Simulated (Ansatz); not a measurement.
**What a change does: single-point calculation on Zr$_{3}$S$_{2}$**

System: Zr$_{3}$S$_{2}$ (5 atoms in the cell).
Method of run A: DFT, PBE, plane waves, PAW, no spin polarisation (Ansatz 0.2.0).

The structure derives from a Materials Project entry. Text and figures count atoms from 1; the logs count them from 0 in places.

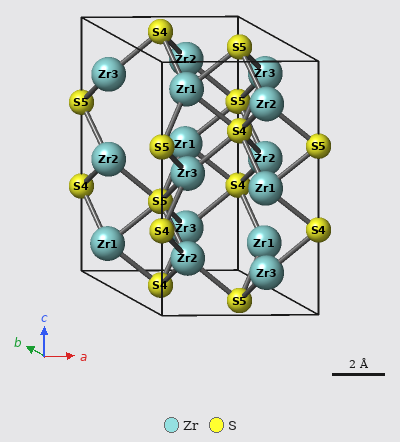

Figure 1. The structure (ball-and-stick view of the cell 3 times as large as that of the calculation, set on its symmetry axes, seen at an oblique angle; atoms are numbered from 1 in the order of the input). An atom can appear more than once, as a periodic image. Near neighbours in the periodic cell (some may lie outside the picture): Zr has 4 S at 2.67 to 2.68 Å; S has 6 Zr at 2.67 to 2.68 Å.

## Input, run A
```yaml
crystal:
  lattice:
    - [3.0399724269, 1.7551288991, 3.4803742106]
    - [-3.0399724269, 1.7551288991, 3.4803742106]
    - [0.0, -3.510257798, 3.4803742107]
  atoms:
    - { symbol: Zr, position: [0.1621066357, 0.8378933643, 0.5] }
    - { symbol: Zr, position: [0.5, 0.1621066357, 0.8378933643] }
    - { symbol: Zr, position: [0.8378933643, 0.5, 0.1621066357] }
    - { symbol: S, position: [0.3347765468, 0.3347765468, 0.3347765468] }
    - { symbol: S, position: [0.6652234532, 0.6652234532, 0.6652234532] }
kpoints:
  mp_grid: { grid: [12, 12, 12] }
hamiltonian:
  xc: pbe
scf:
  occupations: { method: gaussian, width: 0.15 }
  n_extra_bands: 8
output:
  forces: true
  eigenvalues: true
  stress: true
accuracy: medium
```

Command:
```bash
ansatz run input.yaml --threads 2 --pin off --max-ram 5120MiB --backend cpu --events-out ev --progress --plain --runs-dir out
```

Hardware: 2 threads of Arm Neoverse V1, 24 GiB of memory available, shared host.

## Output, shortened to warnings, some set-up lines, iterations and results (run A)
```
Basis set: ecut = 420 eV, 2159 PW (Γ), exchange–correlation on 72×72×72 points (8 copies of the dense FFT grid, shifted against one another)
Symmetry: 6 space group operations
k-points: 189 of 1728 (time reversal used)
Initial density: superposition of atomic densities (neutral atoms: chi_scale 0, normalization atom), corrected by the library's trained network
[...]
SCF iter   1: F=—  HF=-14360.751202 eV  |F-HF|=—  |Δ(HF+E_count)|=         —  Δρ=6.21e-3  dr2=7.12e-2  ethr=1.77e-3  ⟨swp⟩=5.0  Hψ=24575  notcnv=0
SCF iter   2: F=—  HF=-14360.742864 eV  |F-HF|=—  |Δ(HF+E_count)|=   8.34e-3  Δρ=3.65e-3  dr2=2.70e-2  ethr=1.48e-4  ⟨swp⟩=1.0  Hψ=7560  notcnv=0
SCF iter   3: F=—  HF=-14360.739914 eV  |F-HF|=—  |Δ(HF+E_count)|=   2.95e-3  Δρ=6.74e-4  dr2=1.07e-3  ethr=5.63e-5  ⟨swp⟩=2.0  Hψ=7576  notcnv=0
SCF iter   4: F=—  HF=-14360.739765 eV  |F-HF|=—  |Δ(HF+E_count)|=   1.49e-4  Δρ=1.80e-4  dr2=7.27e-5  ethr=2.22e-6  ⟨swp⟩=2.1  Hψ=6789  notcnv=0
SCF iter   5: F=—  HF=-14360.739798 eV  |F-HF|=—  |Δ(HF+E_count)|=   3.29e-5  Δρ=4.87e-5  dr2=4.42e-6  ethr=1.51e-7  ⟨swp⟩=2.7  Hψ=8798  notcnv=0
SCF iter   6: F=—  HF=-14360.739798 eV  |F-HF|=—  |Δ(HF+E_count)|=   3.42e-7  Δρ=1.49e-5  dr2=4.06e-7  ethr=9.21e-9  ⟨swp⟩=2.3  Hψ=7479  notcnv=0
SCF iter   7: F=-14360.739798 eV  HF=-14360.739798 eV  |F-HF|=2.00e-9  |Δ(HF+E_count)|=   3.60e-8  Δρ=2.87e-6  dr2=9.32e-9  ethr=2.08e-10  ⟨swp⟩=8.6  Hψ=23272  notcnv=0
SCF 1 converged in 7 iterations: F = -14360.739798 eV  dr2 = 9.32e-9
SCF converged after 7 iterations
Free energy (F): -14360.739798 eV
Harris-Foulkes:  -14360.739798 eV  (|F-HF|=2.00e-9)
Internal energy: -14360.707115 eV  (E = F + TS)
E sigma→0 (E₀):  -14360.723456 eV
Entropy (-TS):   -0.032683 eV (-6.537 meV/atom)
Fermi energy:    11.465837 eV
--- Per-component energies (eV) ---
  E_band       = -360.346633
  E_kinetic    = 1207.900526
  E_local      = -2403.657374  (includes V_loc(G=0)·N_el)
  E_nonlocal   = 295.157688
  E_hartree    = 768.348512
  E_xc         = -677.800855
  E_vxc        = -746.061703  (∫ρ·V_xc dr)
  E_paw        = -10062.262828  (= ΣΔE_a)
  E_vpaw       = -250.383449  (= ΣTr[D̂ρ^β])
  E_aug_tail   = 0.000075  (compensation charges beyond the density's cutoff)
  E_ewald      = -3488.392858
  E_smearing   = -0.032683  (= −TS)
  E_closure    = -0.000000  (closes the sum)
  Σ components = -14360.739798   (vs F -14360.739798, Δ=0.00e0)
--- Forces (eV/Å), atoms counted from 1 ---
  atom   1  Zr     0.25709336     0.00000000     0.00000000
  atom   2  Zr    -0.12854668     0.22264938    -0.00000000
  atom   3  Zr    -0.12854668    -0.22264938     0.00000000
  atom   4  S      0.00000000    -0.00000000    -0.05076179
  atom   5  S      0.00000000     0.00000000     0.05076179
  max |Σ_I F_I| component: 2.78e-16 eV/Å
--- Stress (GPa, compression-positive) ---
      -10.375343       0.000000       0.000000
        0.000000     -10.375343       0.000000
        0.000000       0.000000      -7.120612
  P = ⅓ Tr σ = -9.2904 GPa (-92.904 kbar)
```

The input of run B differs as follows (lines with − go, lines with + come):
```diff
+basis:
+  ecutwfc: 420
-  n_extra_bands: 8
-accuracy: medium
```

How does run B compare with run A?

The energy doesn't change within 0.01 meV per atom. The number of SCF iterations is the same.

## Output, shortened to warnings, some set-up lines, iterations and results (run B)
```
Basis set: ecut = 420 eV, 2159 PW (Γ), exchange–correlation on 72×72×72 points (8 copies of the dense FFT grid, shifted against one another)
Symmetry: 6 space group operations
k-points: 189 of 1728 (time reversal used)
Initial density: superposition of atomic densities (neutral atoms: chi_scale 0, normalization atom), corrected by the library's trained network
[...]
SCF iter   1: F=—  HF=-14360.751069 eV  |F-HF|=—  |Δ(HF+E_count)|=         —  Δρ=6.20e-3  dr2=7.12e-2  ethr=1.77e-3  ⟨swp⟩=4.2  Hψ=21819  notcnv=0
SCF iter   2: F=—  HF=-14360.741888 eV  |F-HF|=—  |Δ(HF+E_count)|=   9.18e-3  Δρ=3.49e-3  dr2=2.35e-2  ethr=1.48e-4  ⟨swp⟩=1.0  Hψ=6995  notcnv=0
SCF iter   3: F=—  HF=-14360.739983 eV  |F-HF|=—  |Δ(HF+E_count)|=   1.90e-3  Δρ=8.05e-4  dr2=1.67e-3  ethr=4.89e-5  ⟨swp⟩=2.0  Hψ=7382  notcnv=0
SCF iter   4: F=—  HF=-14360.739761 eV  |F-HF|=—  |Δ(HF+E_count)|=   2.22e-4  Δρ=1.99e-4  dr2=7.46e-5  ethr=3.47e-6  ⟨swp⟩=2.0  Hψ=7278  notcnv=0
SCF iter   5: F=—  HF=-14360.739798 eV  |F-HF|=—  |Δ(HF+E_count)|=   3.74e-5  Δρ=4.87e-5  dr2=4.48e-6  ethr=1.55e-7  ⟨swp⟩=2.1  Hψ=7127  notcnv=0
SCF iter   6: F=—  HF=-14360.739798 eV  |F-HF|=—  |Δ(HF+E_count)|=   1.97e-7  Δρ=1.56e-5  dr2=4.82e-7  ethr=9.33e-9  ⟨swp⟩=2.7  Hψ=9247  notcnv=0
SCF iter   7: F=-14360.739798 eV  HF=-14360.739798 eV  |F-HF|=8.68e-10  |Δ(HF+E_count)|=   5.19e-8  Δρ=3.38e-6  dr2=1.40e-8  ethr=2.08e-10  ⟨swp⟩=5.3  Hψ=21718  notcnv=0
SCF 1 converged in 7 iterations: F = -14360.739798 eV  dr2 = 1.40e-8
SCF converged after 7 iterations
Free energy (F): -14360.739798 eV
Harris-Foulkes:  -14360.739798 eV  (|F-HF|=8.68e-10)
Internal energy: -14360.707115 eV  (E = F + TS)
E sigma→0 (E₀):  -14360.723456 eV
Entropy (-TS):   -0.032683 eV (-6.537 meV/atom)
Fermi energy:    11.465842 eV
--- Per-component energies (eV) ---
  E_band       = -360.346383
  E_kinetic    = 1207.900364
  E_local      = -2403.656745  (includes V_loc(G=0)·N_el)
  E_nonlocal   = 295.157538
  E_hartree    = 768.348105
  E_xc         = -677.800885
  E_vxc        = -746.061738  (∫ρ·V_xc dr)
  E_paw        = -10062.262709  (= ΣΔE_a)
  E_vpaw       = -250.383443  (= ΣTr[D̂ρ^β])
  E_aug_tail   = 0.000075  (compensation charges beyond the density's cutoff)
  E_ewald      = -3488.392858
  E_smearing   = -0.032683  (= −TS)
  E_closure    = -0.000000  (closes the sum)
  Σ components = -14360.739798   (vs F -14360.739798, Δ=0.00e0)
--- Forces (eV/Å), atoms counted from 1 ---
  atom   1  Zr     0.25710407     0.00000000     0.00000000
  atom   2  Zr    -0.12855203     0.22265865    -0.00000000
  atom   3  Zr    -0.12855203    -0.22265865     0.00000000
  atom   4  S      0.00000000    -0.00000000    -0.05076437
  atom   5  S      0.00000000     0.00000000     0.05076437
  max |Σ_I F_I| component: 2.22e-16 eV/Å
--- Stress (GPa, compression-positive) ---
      -10.375377       0.000000       0.000000
        0.000000     -10.375377       0.000000
        0.000000       0.000000      -7.120615
  P = ⅓ Tr σ = -9.2905 GPa (-92.905 kbar)
```

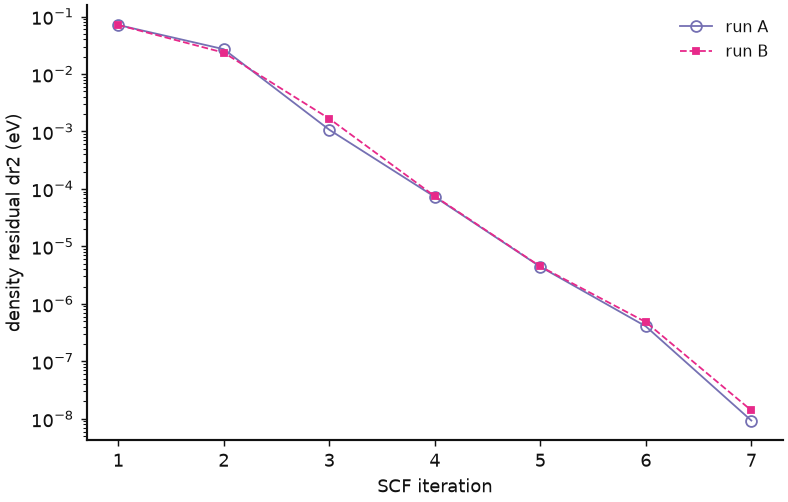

Figure 2. Convergence of the two runs: density residual dr2 against the SCF iteration. Run A takes 7 iterations in all, and run B takes 7.

## The two runs side by side

| quantity | run A | run B |
| --- | --- | --- |
| outcome | converged | converged |
| free energy per atom (eV) | −2872.1480 | −2872.1480 |
| energy per atom, smearing taken to zero (eV) | −2872.1447 | −2872.1447 |
| gap on the mesh (eV) | 0.00 | 0.00 |
| pressure (GPa) | −9.29 | −9.29 |
| largest force (eV/Å) | 0.257 | 0.257 |
| SCF iterations | 7 | 7 |
| irreducible k-points | 189 | 189 |
| plane waves at Γ | 2159 | 2159 |
| wall time (shared host) | 26 s | 25 s |

For both runs: The cell is under a tension of 9.3 GPa at this level, so it is not at its equilibrium volume.
